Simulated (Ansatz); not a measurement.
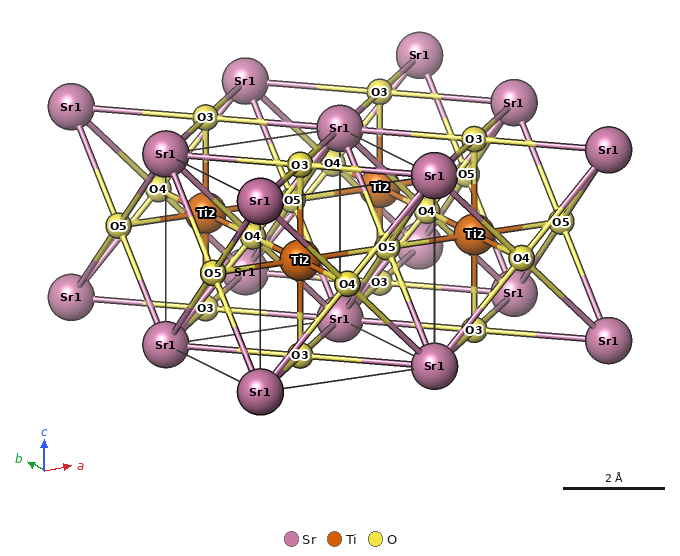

**Figure 1.** The structure (ball-and-stick view of the cell of the calculation, repeated 2 × 2 × 1, seen at an oblique angle; atoms are numbered from 1 in the order of the input).

## Single-point calculation of SrTiO₃

System: SrTiO₃ (Pm-3m, 5 atoms in the cell).
Method: DFT PBE, scalar-relativistic, plane waves, PAW, no spin polarisation (Ansatz 0.2.0).

Figures and captions count atoms from 1; the log counts them from 0 in places.

### Input file
```yaml
crystal:
  lattice:
    - [3.9367646701, 0.0, 0.0]
    - [0.0, 3.9367646701, 0.0]
    - [0.0, 0.0, 3.9367646701]
  atoms:
    - { symbol: Sr, position: [0.0, 0.0, 0.0] }
    - { symbol: Ti, position: [0.5, 0.5, 0.5] }
    - { symbol: O, position: [0.5, 0.5, 0.0] }
    - { symbol: O, position: [0.5, 0.0, 0.5] }
    - { symbol: O, position: [0.0, 0.5, 0.5] }
basis:
  ecutwfc: 420
kpoints:
  mp_grid: { grid: [4, 4, 4] }
hamiltonian:
  xc: pbe
scf:
  occupations: { method: gaussian, width: 0.05 }
output:
  forces: true
  stress: true
  eigenvalues: true
```

Machine: 2 threads of Oxide Virtual Turin-like (Zen 5), 32 GiB of memory available, shared host.

Launched with:
```bash
ansatz run input.yaml --threads 2 --pin off --max-ram 6144MiB --backend cpu --events-out ev --progress --plain --runs-dir out
```

### The program's output
```
Engine: ansatz 0.2.0, x86_64-unknown-linux-gnu
Pseudopotentials: kind: paw
Pseudopotential: Sr, paw, valence charge 10, recommended cutoff 420 eV (normal), Sr.paw.azcp
Pseudopotential: Ti, paw, valence charge 12, recommended cutoff 420 eV (normal), Ti.paw.azcp
Pseudopotential: O, paw, valence charge 6, recommended cutoff 420 eV (normal), O.paw.azcp
Functional definition: PBE
  parameter kappa = 0.804
  parameter beta = 0.06672455060314922
  exchange = pbe_x(kappa = kappa, mu = beta*pi^2/3)
  correlation = pbe_c(beta = beta)
Crystal: 5 atoms, lattice volume = 61.012 Å³
Basis set: ecut = 420 eV, 1213 PW (Γ), exchange–correlation on 54×54×54 points (8 copies of the dense FFT grid, shifted against one another)
Bands: 25, of which v1, the nominal top of the filled ones, is band 20 counted from 1 (19 counted from 0)
Symmetry: 48 space group operations
Space group: Pm-3m (ITA 221), of the structure as read, at distance tolerance 3.9e-5 Å
k-points: 10 of 64
Non-local potential: Sr, projectors of the file, l = 0: 3, l = 1: 2, l = 2: 2
Non-local potential: Ti, projectors of the file, l = 0: 3, l = 1: 2, l = 2: 3, l = 3: 1
Non-local potential: O, projectors of the file, l = 0: 2, l = 1: 2, l = 2: 1
PAW form: soft (Blöchl's): semilocal exchange-correlation on the pseudo side does not see the compensation charge
PAW one-centre angular grid: Sr, 110 points (default); XC on 64 Gauss nodes
PAW one-centre angular grid: Ti, 590 points (default); XC on 64 Gauss nodes
PAW one-centre angular grid: O, 110 points (default); XC on 64 Gauss nodes
Initial density: superposition of atomic densities (neutral atoms: chi_scale 0, normalization atom), corrected by the library's trained network
Initial wavefunctions: pseudopotential atomic-orbital guess
Functional: x = pbe(κ = 0.804, μ = 0.2195149727645171), c = pbe(β = 0.06672455060314922)
SCF iter   1: F=—  HF=-7754.468190 eV  |F-HF|=—  |Δ(HF+E_count)|=         —  Δρ=1.40e-3  dr2=4.77e-4  ethr=1.77e-3  ⟨swp⟩=7.8  Hψ=1299  notcnv=0
preconditioner: auto → Resta (q_TF=auto, 2.543 Å⁻¹)  ε∞=5.7  [insulator: Δε(μ)=1.821 eV  Ē_g=12.069 eV  σ=0.050 eV  W_gap=1.00  n_scr=18 (ndim 8)  ℏωp=26.0 eV  f_vac=0.000  D(μ)=0.00/eV (n_scr^D=0)  ε∞_Penn≈5.7]
SCF iter   2: F=—  HF=-7754.470694 eV  |F-HF|=—  |Δ(HF+E_count)|=   2.50e-3  Δρ=6.43e-4  dr2=4.51e-5  ethr=1.19e-6  ⟨swp⟩=3.2  Hψ=637  notcnv=0
SCF iter   3: F=—  HF=-7754.470174 eV  |F-HF|=—  |Δ(HF+E_count)|=   5.20e-4  Δρ=2.65e-4  dr2=8.58e-6  ethr=1.13e-7  ⟨swp⟩=2.0  Hψ=402  notcnv=0
SCF iter   4: F=—  HF=-7754.470201 eV  |F-HF|=—  |Δ(HF+E_count)|=   2.65e-5  Δρ=1.67e-5  dr2=1.14e-7  ethr=2.15e-8  ⟨swp⟩=2.0  Hψ=377  notcnv=0
iter 5 did not close the SCF: its close was put off for the readings that it lacked (scf_convergence_deferred on its scf_iter line)
SCF iter   5: F=-7754.470201 eV  HF=-7754.470201 eV  |F-HF|=9.15e-9  |Δ(HF+E_count)|=   8.94e-8  Δρ=5.49e-6  dr2=3.30e-8  ethr=2.86e-10  ⟨swp⟩=2.6  Hψ=402  notcnv=0
SCF iter   6: F=-7754.470201 eV  HF=-7754.470201 eV  |F-HF|=5.86e-9  |Δ(HF+E_count)|=   7.97e-9  Δρ=2.23e-6  dr2=7.25e-9  ethr=8.25e-11  ⟨swp⟩=6.6  Hψ=986  notcnv=0
SCF 1 converged in 6 iterations: F = -7754.470201 eV  dr2 = 7.25e-9
  greatest PAW one-centre occupation: 0.999 electrons in one spin orbital (limit 2), on the Ti atom at site 1 (counted from 0), in its partial waves of l = 0
```

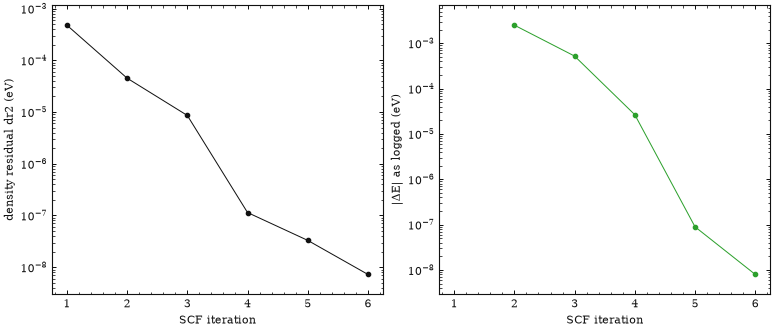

**Figure 2.** Convergence of the self-consistent field: density residual dr2 and size of the energy change against the SCF iteration. The residual falls at every step.

```
SCF converged after 6 iterations
Free energy (F): -7754.470201 eV
Harris-Foulkes:  -7754.470201 eV  (|F-HF|=5.86e-9)
Internal energy: -7754.470201 eV  (E = F + TS)
E sigma→0 (E₀):  -7754.470201 eV
Fermi energy:    10.571315 eV
--- Per-component energies (eV) ---
  E_band       = -218.483089
  E_kinetic    = 1045.728089
  E_local      = -2414.790770  (includes V_loc(G=0)·N_el)
  E_nonlocal   = 347.798398
  E_hartree    = 844.062647
  E_xc         = -495.937480
  E_vxc        = -571.519562  (∫ρ·V_xc dr)
  E_paw        = -4213.365442  (= ΣΔE_a)
  E_vpaw       = -313.835066  (= ΣTr[D̂ρ^β])
  E_aug_tail   = 0.007478  (compensation charges beyond the density's cutoff)
  E_ewald      = -2867.973119
  E_smearing   = -0.000000  (= −TS)
  E_closure    = 0.000000  (closes the sum)
  Σ components = -7754.470201   (vs F -7754.470201, Δ=0.00e0)
--- Forces (eV/Å), atoms counted from 1 ---
  atom   1  Sr     0.00000000     0.00000000    -0.00000000
  atom   2  Ti     0.00000000    -0.00000000     0.00000000
  atom   3  O      0.00000000     0.00000000     0.00000000
  atom   4  O      0.00000000    -0.00000000    -0.00000000
  atom   5  O      0.00000000    -0.00000000    -0.00000000
  max |Σ_I F_I| component: 6.99e-29 eV/Å
--- Stress (GPa, compression-positive) ---
       -0.000574      -0.000000       0.000000
        0.000000      -0.000574      -0.000000
        0.000000      -0.000000      -0.000574
  P = ⅓ Tr σ = -0.0006 GPa (-0.006 kbar)
--- Band table (eV; the first three rows and the last of 10) ---
  k-point 0: bands = ["-46.8600", "-23.1328", "-23.1035", "-23.1035", "-23.1035", "-7.6704", "-6.7075", "-6.7075", "-5.1203", "-5.1203", "-5.1203", "6.8663", "6.8663", "6.8663", "8.5284", "8.5284", "8.5284", "9.3013", "9.3013", "9.3013", "11.4823", "11.4823", "11.4823", "13.8148", "13.8148"]
  k-point 1: bands = ["-46.8594", "-23.2014", "-23.1021", "-23.1021", "-23.0556", "-7.7307", "-6.6893", "-6.6472", "-5.0988", "-5.0988", "-4.8126", "6.1712", "6.8475", "6.8475", "7.9074", "7.9074", "8.0203", "8.1134", "9.0669", "9.0669", "11.5575", "12.4980", "12.4980", "13.8208", "15.0834"]
  k-point 2: bands = ["-46.8589", "-23.2444", "-23.1008", "-23.1008", "-23.0328", "-7.8705", "-6.6710", "-6.4190", "-5.0771", "-5.0771", "-4.5708", "5.4198", "6.8746", "6.8746", "7.2360", "7.3699", "7.3699", "7.7597", "8.9372", "8.9372", "11.6361", "13.3244", "13.3244", "13.8251", "15.9526"]
  k-point 9: bands = ["-46.8567", "-23.1604", "-23.1604", "-23.1604", "-23.0786", "-6.3857", "-6.3857", "-6.3857", "-5.3620", "-5.3620", "-5.3620", "5.0864", "5.5815", "5.5815", "6.0036", "6.0036", "6.0036", "9.6603", "9.6603", "9.6603", "13.9771", "13.9771", "13.9771", "16.5393", "16.5393"]
```

### Results in brief

| quantity | value |
| --- | --- |
| outcome | converged |
| space group (tolerance 0.01 Å) | Pm-3m (221) |
| electrons treated | 40 |
| free energy | −7754.4702 eV |
| Fermi energy | 10.571 eV |
| gap on the k-point mesh | 1.82 eV |
| pressure | 0.00 GPa |
| largest force (length of the vector) | under 0.001 eV/Å |
| wall time | 0.77 s (CPU time 1.2 s) |
| peak memory | 0.36 GiB |
